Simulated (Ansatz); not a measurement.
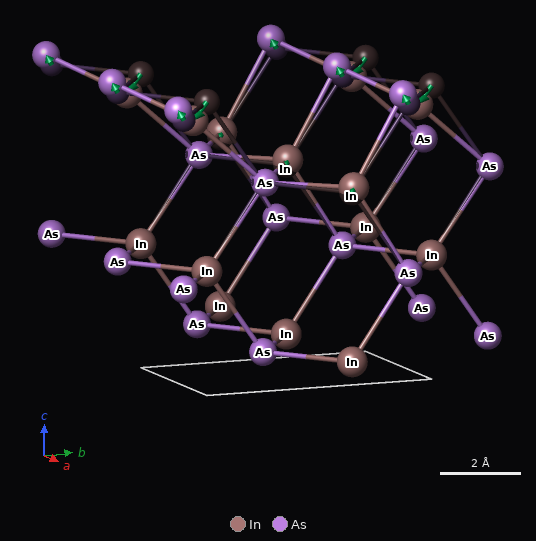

A constrained relaxation of a slab of composition InAs (cut from the F-43m phase). The starting structure is drawn faded, the final one solid; green arrows show the displacements, at their true length.

The picture is a ball-and-stick view of the cell of the calculation, outlined in the plane, without the vacuum, seen slightly off an axis.

Case: clean slab, lower half held. The slab is the (1 1 0) face of InAs. 4 atoms are held fixed.

The calculation used DFT PBEsol, scalar-relativistic, plane waves, PAW (Ansatz 0.2.0).

Input file:
```yaml
crystal:
  lattice:
    - [4.3044884345, 0.0, 0.0]
    - [0.0, 6.0874659231, 0.0]
    - [0.0, 0.0, 23.4567326517]
  atoms:
    - { symbol: In, position: [0.5, 0.5, 0.3623693089] }
    - { symbol: As, position: [0.0, 0.25, 0.3623693089] }
    - { symbol: In, position: [0.0, 0.0, 0.454123103] }
    - { symbol: As, position: [0.5, 0.75, 0.454123103] }
    - { symbol: In, position: [0.5, 0.5, 0.545876897] }
    - { symbol: As, position: [0.0, 0.25, 0.545876897] }
    - { symbol: In, position: [0.0, 0.0, 0.6376306911] }
    - { symbol: As, position: [0.5, 0.75, 0.6376306911] }
basis:
  ecutwfc: 420
kpoints:
  mp_grid: { grid: [7, 5, 1] }
hamiltonian:
  xc: pbesol
scf:
  occupations: { method: gaussian, width: 0.1 }
output:
  forces: true
  eigenvalues: true
  write_density: true
  write_potential: true
  elf: true
  volumetric_format: npy
relax:
  adjacent_minimum: "off"
  f_tol: 0.03
  max_steps: 70
  constraints: [{ sites: [0, 1, 2, 3] }]
efield:
  axis: 3
  dipole_correction: true
  ramp_width: 0.04
```

Run as
```bash
ansatz run input.yaml --threads 4 --pin off --max-ram 10240MiB --backend cpu --events-out ev --progress --plain --runs-dir out
```

> Atoms of which element are displaced furthest, and by how much?

Indium: up to 0.59 Å, against 0.29 Å for arsenic.

> What did the optimiser do to the structure, and how much energy did it gain?

In7 moves most: 0.59 Å at 40° to the normal (−c side). By element the largest moves are In 0.59 Å, As 0.29 Å. The cell doesn't change. Some distances before and after: As4–In5 2.636 → 2.711 Å, As6–In7 2.636 → 2.593 Å, In7–As8 2.636 → 2.609 Å, In3–As6 2.636 → 2.663 Å. Bond angles that change, for instance: In5–As8–In7 109.5° → 91.0°, In3–As6–In7 109.5° → 94.9°, As6–In7–As8 109.5° → 123.4°. Over 4 geometry steps the energy falls by 0.517 eV per cell of the calculation. Largest force component: 0.99 eV/Å at the start, 0.017 eV/Å at the end.
